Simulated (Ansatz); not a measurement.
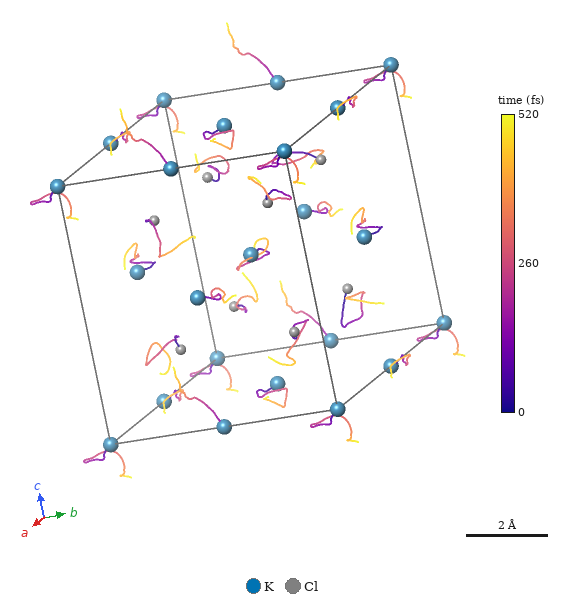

A Born-Oppenheimer molecular dynamics run of KCl with a K vacancy (15 atoms in the cell), 520 fs long. Lines trace each atom's path, coloured by time; spheres stand at the starting positions. Seen slightly off an axis in the reduced simulation cell.

Method: DFT PBEsol, scalar-relativistic, plane waves, PAW in Ansatz. Set-up: plane-wave cutoff 420 eV; k-point mesh 1 × 1 × 1; Fermi-Dirac smearing 0.05 eV; low-accuracy preset; Langevin thermostat (NVT); set temperature 1200 K; time step 2 fs; friction 0.005 per fs.

Input
```yaml
accuracy: low
crystal:
  lattice:
    - [0.0, 6.274726, 6.274726]
    - [6.274726, 0.0, 6.274726]
    - [6.274726, 6.274726, 0.0]
  atoms:
    - { symbol: K, position: [0.0, 0.0, 0.0] }
    - { symbol: Cl, position: [0.25, 0.25, 0.25] }
    - { symbol: Cl, position: [0.25, 0.25, 0.75] }
    - { symbol: K, position: [0.0, 0.5, 0.0] }
    - { symbol: Cl, position: [0.25, 0.75, 0.25] }
    - { symbol: K, position: [0.0, 0.5, 0.5] }
    - { symbol: Cl, position: [0.25, 0.75, 0.75] }
    - { symbol: K, position: [0.5, 0.0, 0.0] }
    - { symbol: Cl, position: [0.75, 0.25, 0.25] }
    - { symbol: K, position: [0.5, 0.0, 0.5] }
    - { symbol: Cl, position: [0.75, 0.25, 0.75] }
    - { symbol: K, position: [0.5, 0.5, 0.0] }
    - { symbol: Cl, position: [0.75, 0.75, 0.25] }
    - { symbol: K, position: [0.5, 0.5, 0.5] }
    - { symbol: Cl, position: [0.75, 0.75, 0.75] }
basis:
  ecutwfc: 420.0
kpoints:
  mp_grid: { grid: [1, 1, 1] }
hamiltonian:
  xc: pbesol
scf:
  occupations: { method: fermi_dirac, width: 0.05 }
  lower_state_search: "off"
md:
  timestep: 2
  n_steps: 260
  ensemble: nvt_langevin
  temperature: 1200.0
  initial_velocities: maxwell_boltzmann
  seed: 779951
  friction: 0.005
```

Command:
```bash
ansatz run input.yaml --threads 1 --pin off --max-ram 3072MiB --backend cpu --events-out ev --progress --plain --runs-dir out
```

**How do the atoms move?**

In the second half of the run the atoms are, in the root-mean-square, this far from where they began (common drift taken out): K 0.84 Å, Cl 0.80 Å. Against the typical shortest distance between atoms in the first frame, about 3.1 Å these are large excursions, but over 520 fs one can't yet tell strong vibration from the start of diffusion. The mean temperature in the second half is 1116 K (standard deviation 115 K). The potential energy in the second half lies on average 137 meV per atom above the first frame.

Limits of the set-up: the cell has an odd number of electrons but was run without spin polarisation; the program's low-accuracy preset was used.
